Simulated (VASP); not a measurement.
C (slab)

```yaml
crystal:
  lattice:
    - [2.52207, 0.00000, 0.00000]
    - [-2.52207, 3.56674, 0.00000]
    - [0.00000, 0.00000, 24.82723]
  atoms:
    - { symbol: C, position: [0.96997, 0.46997, 0.32976] }
    - { symbol: C, position: [0.28003, 0.28003, 0.32976] }
    - { symbol: C, position: [0.99027, 0.99027, 0.37217] }
    - { symbol: C, position: [0.25973, 0.75973, 0.37217] }
    - { symbol: C, position: [0.99916, 0.49916, 0.42414] }
    - { symbol: C, position: [0.25084, 0.25084, 0.42414] }
    - { symbol: C, position: [0.99948, 0.99948, 0.47460] }
    - { symbol: C, position: [0.25052, 0.75052, 0.47460] }
    - { symbol: C, position: [0.99948, 0.49948, 0.52540] }
    - { symbol: C, position: [0.25052, 0.25052, 0.52540] }
    - { symbol: C, position: [0.99916, 0.99916, 0.57586] }
    - { symbol: C, position: [0.25084, 0.75084, 0.57586] }
    - { symbol: C, position: [0.99027, 0.49027, 0.62783] }
    - { symbol: C, position: [0.25973, 0.25973, 0.62783] }
    - { symbol: C, position: [0.96997, 0.96997, 0.67024] }
    - { symbol: C, position: [0.28003, 0.78003, 0.67024] }
```

All numbers below come from Kohn-Sham DFT of a periodic cell, PBEsol, VASP PAW PBE potentials, recommended in VASP.

In a PAW calculation such maps are meaningful between the atoms, not at the nuclei.

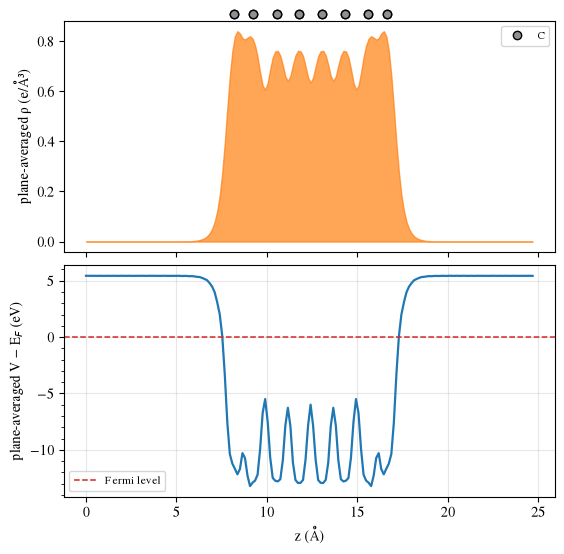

Figure 1. Plane average of the electrostatic potential (local pseudopotential plus Hartree) felt by an electron and of the valence electron density across the slab. Circles mark the heights of the atoms.

Question: How far above the Fermi level of the calculation is the vacuum level?

Answer: 5.4 eV.

Question: What are the slab's thickness and the vacuum gap?

Answer: The outermost nuclei are 8.5 Å apart, in 8 atomic planes; the vacuum between periodic images is 16.4 Å wide.

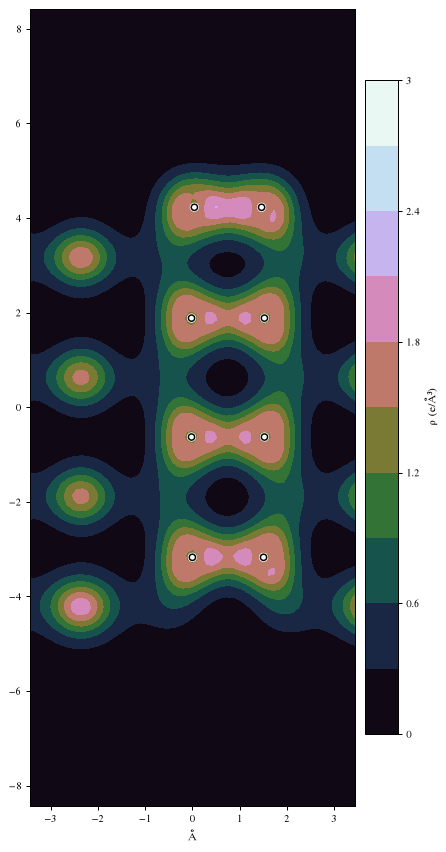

Figure 2. Valence charge density (pseudo) on the (110) plane of the calculation cell, a cut from vacuum to vacuum. Circles mark the nuclei in the plane (C).

Question: What does the map show?

Answer: Atoms in the plane: C.
Atoms just off the plane (C, 0.6 Å away) can leave unmarked features too.
C–C (1.43 Å): the density is about 2 e/Å³ at the midpoint.
C–C (1.54 Å): ρ at the midpoint is about 1.6 e/Å³.
The density dies away to nearly zero in the vacuum.
